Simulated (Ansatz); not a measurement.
# Run report: Sn7O16, geometry relaxation (part 3 of 3)

Continued. System: Sn7O16 (23 atoms in the cell). Method: DFT PBE, scalar-relativistic, plane waves, PAW, no spin polarisation (Ansatz 0.2.0); cutoff 420 eV, 2×2×2 k-mesh, Gaussian smearing of 0.1 eV. The structure was built on a prototype by a generator; it need not be a known phase. It belongs to a series of runs on one base structure; here: 1 of 8 Sn atoms taken out at random.

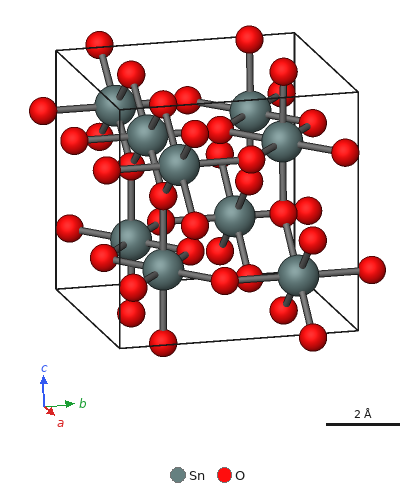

**Figure 1.** The geometry at step 4 of the log (ball-and-stick view of the cell of the calculation, seen slightly off an axis; bonded neighbours outside the cell are drawn too).

### Output, continued
```
  k-point 3: bands = ["-13.9309", "-13.9138", "-13.8321", "-13.8125", "-13.7152", "-13.5739", "-13.5028", "-13.3944", "-13.3818", "-13.3236", "-13.2944", "-13.2803", "-13.1762", "-13.1632", "-13.1576", "-13.1476", "-13.1160", "-13.1076", "-13.0970", "-13.0821", "-13.0688", "-13.0354", "-13.0234", "-13.0143", "-13.0035", "-12.9879", "-12.9638", "-12.9182", "-12.9026", "-12.8884", "-12.8784", "-12.8426", "-12.6823", "-12.6716", "-12.6393", "-11.3200", "-10.7158", "-10.6239", "-10.4312", "-10.2897", "-10.0672", "-9.9026", "-9.5021", "-9.3258", "-9.2422", "-9.1381", "-8.8780", "-8.8063", "-8.6033", "-8.3758", "-8.2719", "-0.4749", "-0.3034", "0.0103", "0.4751", "0.9505", "1.0631", "2.1827", "2.3119", "2.5558", "2.6564", "2.8285", "2.8789", "3.1348", "3.2214", "3.2498", "3.4181", "3.7178", "3.8682", "4.1341", "4.2114", "4.4329", "4.6288", "4.6623", "4.8848", "4.9447", "5.1561", "5.2064", "5.2877", "5.4217", "5.5028", "5.5863", "5.6822", "5.7257", "5.7751", "5.8372", "5.9520", "5.9944", "6.0646", "6.0869", "6.2062", "6.2769", "6.3311", "6.3781", "6.4452", "6.4834", "6.6288", "6.7161", "6.7538", "9.8399", "11.4224", "11.6532", "11.8863", "12.1990", "12.6186", "13.2528", "14.0988", "14.1574", "14.5870", "15.3575", "15.5440", "15.8546", "16.1719", "16.2152", "16.6608", "16.7643", "17.0442", "17.1489", "17.2561", "17.4925"]
--- Relaxed structure (4 steps of the walk, 4 accepted, 1 SCFs on fresh bases) ---
  F+E_penalty+E_count = -51235.49169797 eV   max|allowed force component| = 1.773e-2 eV/Å   (the final SCF, on the basis selected at the relaxed cell)
  cell:  # Å, volume = 306.1021 Å³
    - [6.497433420766293, 0.0027167174999986, -0.000999288519221594]
    - [0.0028637304854119815, 6.86902028590097, 0.000851949357162912]
    - [-0.0010533738764947436, 0.0008519571714357466, 6.8585088943683346]
  atoms:
    - { symbol: Sn, position: [-9.742430472039315e-5, 0.749048086790627, 0.2497207900484264] }
    - { symbol: Sn, position: [0.4996856672647592, 0.24910551340885798, 0.7499286636667694] }
    - { symbol: Sn, position: [0.9996506489370686, 0.24890693963030897, 0.7500612231935195] }
    - { symbol: Sn, position: [0.24773488989368792, 0.24901106936125578, 0.24980960696220222] }
    - { symbol: Sn, position: [0.7483448643511219, 0.7491062311913572, 0.749056287051127] }
    - { symbol: Sn, position: [0.7516657997744364, 0.2492317907326565, 0.25019175612181777] }
    - { symbol: Sn, position: [0.2508041561780766, 0.7489164264776405, 0.7511080503616828] }
    - { symbol: O, position: [0.24889675402154726, 0.24893551250151402, 0.9421516968083335] }
    - { symbol: O, position: [0.7676155881454855, 0.7490171593258402, 0.4520022556525702] }
    - { symbol: O, position: [0.4995258919910452, 0.4302900841569936, 0.2503069220340591] }
    - { symbol: O, position: [0.9995047669694999, 0.9462825985246409, 0.7500300622249969] }
    - { symbol: O, position: [0.7505853276266027, 0.24892179968449127, 0.9423786248500294] }
    - { symbol: O, position: [0.230749717155973, 0.7483100527382621, 0.4539773691781122] }
    - { symbol: O, position: [0.4998696158920901, 0.06786753011190498, 0.25009533555495833] }
    - { symbol: O, position: [0.9994881055377443, 0.5516347089236514, 0.7505482579271037] }
    - { symbol: O, position: [-0.0003686624942742953, 0.4408137837858448, 0.24987574846046698] }
    - { symbol: O, position: [0.4994704178327825, 0.9435986801693717, 0.7496289862855836] }
    - { symbol: O, position: [0.9998245689978696, 0.05729022191610561, 0.25013367806269665] }
    - { symbol: O, position: [0.49978009110823857, 0.5545386735896768, 0.7500148034954562] }
    - { symbol: O, position: [0.7505644457421813, 0.24912918213880614, 0.5577989903997819] }
    - { symbol: O, position: [0.23245690146866618, 0.748873947745812, 0.04798211604150117] }
    - { symbol: O, position: [0.24862480316018873, 0.24908939111478565, 0.5576518334763855] }
    - { symbol: O, position: [0.7683920134499288, 0.7493468165795946, 0.046258991142419714] }
```

### Trajectory as extended XYZ (Å, eV, eV/Å), 4 of the 5 frames kept, from step=1 to step=5
```
23
Lattice="6.4765 0.0000 0.0000 0.0000 6.8270 0.0000 0.0000 0.0000 6.8270" Properties=species:S:1:pos:R:3:forces:R:3 step=1 energy=-51235.10056 pressure_GPa=0.08
Sn    0.0237    5.1085    1.7215   -0.1459  -0.0100  -0.1118
Sn    3.2159    1.7325    5.1122    0.5328  -0.5474   0.6556
Sn    6.4704    1.7194    5.0943   -0.0209  -0.5884   0.4043
Sn    1.5990    1.6871    1.7048    0.9683  -0.0652  -0.1304
Sn    4.8198    5.1416    5.1231    0.2304  -0.3902  -0.0078
Sn    4.8590    1.7170    1.7012   -0.6642  -0.2391   0.1765
Sn    1.6035    5.1003    5.1844    0.3985   0.0415  -0.5632
O     1.5810    1.6729    6.4252    0.3205   0.0684   0.0706
O     4.8831    5.1092    3.0313    0.4712  -0.0232   0.4770
O     3.2477    3.0263    1.6878   -0.2489  -0.7618   0.0203
O     6.4733    6.4252    5.1149   -0.0758   0.5093  -0.0455
O     4.8580    1.7086    6.4491   -0.1577  -0.0729  -0.3370
O     1.5989    5.0885    3.0442   -0.3532   0.0499   0.8972
O     3.2330    0.3689    1.7247   -0.0024   0.8468  -0.0349
O     6.4620    3.7592    5.1010   -0.0618   0.5227   0.0783
O     0.0121    2.9821    1.6691   -0.0861   0.5862   0.2062
O     3.2335    6.4333    5.0916   -0.3117   0.4721   0.1196
O     6.4546    0.3959    1.6621    0.1398  -0.2914   0.2965
O     3.2315    3.7876    5.1251   -0.0670   0.1428   0.0665
O     4.8494    1.7234    3.8426    0.0580  -0.1003  -0.8267
O     1.6400    5.1272    0.4104   -0.5578  -0.0387  -0.3537
O     1.6576    1.7231    3.8098   -0.7523  -0.0802  -0.4438
O     4.9024    5.1105    0.3920    0.3861  -0.0311  -0.6137
23
Lattice="6.4659 0.0039 -0.0161 0.0041 6.8797 0.0040 -0.0170 0.0040 6.8974" Properties=species:S:1:pos:R:3:forces:R:3 step=2 energy=-51235.41226 pressure_GPa=-0.70
Sn    0.0117    5.1514    1.7495   -0.0619  -0.0300  -0.1090
Sn    3.2130    1.7389    5.1386    0.1110  -0.2409   0.1767
Sn    6.4437    1.7393    5.1506    0.1354  -0.2983   0.0273
Sn    1.5916    1.7072    1.7108    0.4418  -0.0146   0.0002
Sn    4.8123    5.1825    5.1626    0.1571  -0.2080  -0.0483
Sn    4.8623    1.7199    1.6921   -0.2998  -0.0918   0.2002
Sn    1.5951    5.1633    5.2219    0.2222   0.0094  -0.2958
O     1.5985    1.7084    6.4875   -0.1204   0.0212  -0.0472
O     4.9404    5.1436    3.1075    0.1096  -0.0036   0.0586
O     3.2331    2.9759    1.6893   -0.1026  -0.1736   0.0526
O     6.4483    6.5110    5.1459   -0.0312   0.2908   0.0753
O     4.8269    1.7031    6.4928    0.1392   0.0438  -0.3152
O     1.5121    5.1559    3.1499   -0.0787  -0.0093   0.1995
O     3.2260    0.4478    1.7120    0.0347   0.1954   0.0172
O     6.4501    3.8087    5.1571   -0.1287   0.0603   0.0489
O     0.0046    3.0329    1.7313   -0.0585  -0.0211  -0.0494
O     3.2199    6.5050    5.1597   -0.1658   0.0500   0.0461
O     6.4581    0.3857    1.7260   -0.0039   0.1454  -0.0762
O     3.2144    3.8196    5.1747    0.0026   0.1914   0.0048
O     4.8476    1.7115    3.8243   -0.0858   0.0578  -0.0154
O     1.5412    5.1666    0.3610   -0.1834  -0.0124   0.0599
O     1.6041    1.7190    3.8291   -0.1771   0.0210   0.0475
O     4.9688    5.1396    0.3194    0.1443   0.0169  -0.0581
23
Lattice="6.4974 0.0027 -0.0010 0.0029 6.8690 0.0009 -0.0011 0.0009 6.8585" Properties=species:S:1:pos:R:3:forces:R:3 step=4 energy=-51235.46801 pressure_GPa=0.00
Sn    0.0012    5.1454    1.7134   -0.0038   0.0025   0.0108
Sn    3.2466    1.7131    5.1431   -0.0023  -0.0052  -0.0012
Sn    6.4951    1.7131    5.1435    0.0007   0.0057  -0.0011
Sn    1.6101    1.7113    1.7133   -0.0117  -0.0020   0.0125
Sn    4.8637    5.1483    5.1373   -0.0070  -0.0001   0.0012
Sn    4.8843    1.7142    1.7154    0.0138  -0.0128  -0.0134
Sn    1.6309    5.1456    5.1519    0.0046   0.0033  -0.0124
O     1.6169    1.7114    6.4617   -0.0035   0.0008   0.0178
O     4.9892    5.1475    3.0999   -0.0018  -0.0004   0.0074
O     3.2466    2.9572    1.7166   -0.0074   0.0052  -0.0038
O     6.4961    6.5034    5.1439    0.0053  -0.0008   0.0004
O     4.8766    1.7127    6.4628   -0.0025   0.0003   0.0071
O     1.5009    5.1412    3.1140   -0.0018   0.0033  -0.0098
O     3.2478    0.4678    1.7148    0.0072   0.0001   0.0003
O     6.4949    3.7925    5.1471    0.0060   0.0027  -0.0059
O    -0.0014    3.0282    1.7142   -0.0007  -0.0080  -0.0015
O     3.2472    6.4836    5.1416    0.0013  -0.0026   0.0040
O     6.4962    0.3965    1.7146   -0.0004   0.0096  -0.0024
O     3.2481    3.8111    5.1440   -0.0016  -0.0030   0.0009
O     4.8769    1.7138    3.8251    0.0031  -0.0006  -0.0106
O     1.5125    5.1447    0.3295    0.0022   0.0013   0.0023
O     1.6155    1.7122    3.8246    0.0016   0.0004  -0.0054
O     4.9947    5.1494    0.3171   -0.0013  -0.0005   0.0030
23
Lattice="6.4974 0.0027 -0.0010 0.0029 6.8690 0.0009 -0.0011 0.0009 6.8585" Properties=species:S:1:pos:R:3:forces:R:3 step=5 energy=-51235.49170 pressure_GPa=0.11
Sn    0.0012    5.1454    1.7134   -0.0038   0.0024   0.0109
Sn    3.2466    1.7131    5.1431   -0.0023  -0.0051  -0.0012
Sn    6.4951    1.7131    5.1435    0.0007   0.0058  -0.0012
Sn    1.6101    1.7113    1.7133   -0.0117  -0.0009   0.0125
Sn    4.8637    5.1483    5.1373   -0.0071   0.0000   0.0004
Sn    4.8843    1.7142    1.7154    0.0137  -0.0116  -0.0133
Sn    1.6309    5.1456    5.1519    0.0046   0.0031  -0.0119
O     1.6169    1.7114    6.4617   -0.0036   0.0007   0.0177
O     4.9892    5.1475    3.0999   -0.0015  -0.0003   0.0072
O     3.2466    2.9572    1.7166   -0.0073   0.0048  -0.0039
O     6.4961    6.5034    5.1439    0.0054  -0.0013   0.0005
O     4.8766    1.7127    6.4628   -0.0024   0.0003   0.0070
O     1.5009    5.1412    3.1140   -0.0019   0.0034  -0.0102
O     3.2478    0.4678    1.7148    0.0071  -0.0013   0.0003
O     6.4949    3.7925    5.1471    0.0060   0.0032  -0.0059
O    -0.0014    3.0282    1.7142   -0.0006  -0.0082  -0.0015
O     3.2472    6.4836    5.1416    0.0014  -0.0030   0.0041
O     6.4962    0.3965    1.7146   -0.0005   0.0098  -0.0024
O     3.2481    3.8111    5.1440   -0.0017  -0.0026   0.0009
O     4.8769    1.7138    3.8251    0.0032  -0.0006  -0.0106
O     1.5125    5.1447    0.3295    0.0018   0.0014   0.0025
O     1.6155    1.7122    3.8246    0.0016   0.0004  -0.0053
O     4.9947    5.1494    0.3171   -0.0012  -0.0004   0.0034
```

The run was set up as follows.

### Input file
```yaml
crystal:
  lattice:
    - [6.4765079092, 0.0, 0.0]
    - [0.0, 6.8269789327, 0.0]
    - [0.0, 0.0, 6.8270415513]
  atoms:
    - { symbol: Sn, position: [0.0036627992, 0.7482757255, 0.2521528766] }
    - { symbol: Sn, position: [0.4965556175, 0.2537725988, 0.7488204104] }
    - { symbol: Sn, position: [0.9990603492, 0.2518499907, 0.7462003432] }
    - { symbol: Sn, position: [0.2468932, 0.2471169098, 0.2497134867] }
    - { symbol: Sn, position: [0.7441992665, 0.7531294673, 0.7504118756] }
    - { symbol: Sn, position: [0.7502543336, 0.2515086362, 0.249183269] }
    - { symbol: Sn, position: [0.2475904874, 0.7470837113, 0.7593959069] }
    - { symbol: O, position: [0.2441151364, 0.2450439438, 0.9411412111] }
    - { symbol: O, position: [0.7539780546, 0.7483842109, 0.4440079205] }
    - { symbol: O, position: [0.5014541627, 0.4432795427, 0.2472246057] }
    - { symbol: O, position: [0.9995079083, 0.9411545286, 0.7492099573] }
    - { symbol: O, position: [0.7500936689, 0.2502783169, 0.9446449871] }
    - { symbol: O, position: [0.2468798709, 0.7453468816, 0.4459104531] }
    - { symbol: O, position: [0.4991824936, 0.0540343892, 0.2526323678] }
    - { symbol: O, position: [0.99775435, 0.5506398639, 0.7471715611] }
    - { symbol: O, position: [0.0018747649, 0.4368124215, 0.2444837801] }
    - { symbol: O, position: [0.4992605435, 0.9423408743, 0.7457997482] }
    - { symbol: O, position: [0.9966118775, 0.057987326, 0.2434617919] }
    - { symbol: O, position: [0.4989581924, 0.5547936721, 0.750707331] }
    - { symbol: O, position: [0.7487720723, 0.252439523, 0.5628553368] }
    - { symbol: O, position: [0.2532254798, 0.7510247475, 0.0601117509] }
    - { symbol: O, position: [0.2559329502, 0.2523995227, 0.5580489767] }
    - { symbol: O, position: [0.7569513693, 0.7485693963, 0.0574221013] }
  symmetry: { detect: false }
basis:
  ecutwfc: 420
kpoints:
  mp_grid: { grid: [2, 2, 2], shift: [0.5, 0.5, 0.5] }
hamiltonian:
  xc: pbe
scf:
  occupations: { method: gaussian, width: 0.1 }
  lower_state_search: "off"
output:
  forces: true
  stress: true
  eigenvalues: true
relax:
  adjacent_minimum: "off"
  f_tol: 0.04
  max_steps: 50
  cell: { stress_tol: 0.3 }
```

Run as:
```bash
ansatz run input.yaml --threads 4 --pin off --max-ram 9216MiB --backend cpu --events-out ev --progress --plain --runs-dir out
```

### Results in brief

```json
{"quantity": "outcome", "value": "converged"}
{"quantity": "space group (tolerance 0.01 Å)", "value": "P1 (1) → P-1 (2)"}
{"quantity": "electrons treated", "value": "194"}
{"quantity": "free energy", "value": "−51235.4917 eV"}
{"quantity": "Fermi energy", "value": "6.663 eV"}
{"quantity": "gap on the k-point mesh", "value": "0.09 eV"}
{"quantity": "pressure", "value": "0.11 GPa"}
{"quantity": "final volume", "value": "306.10 Å³"}
{"quantity": "largest force (length of the vector) at the end", "value": "0.022 eV/Å"}
{"quantity": "final cell", "value": "a = 6.497 Å, b = 6.869 Å, c = 6.859 Å, α = 89.99°, β = 90.02°, γ = 89.95°"}
{"quantity": "hardware", "value": "4 threads of Arm Neoverse V1, 24 GiB of memory available, shared host"}
{"quantity": "wall time", "value": "45 s (CPU time 2.9 min)"}
{"quantity": "peak memory", "value": "0.95 GiB"}
```

### Remarks

The k-point mesh is coarse (a preliminary or cheap run), so energies and forces are approximate. So coarse a mesh can miss the band edges, so the true gap of this method can be much smaller, or zero.
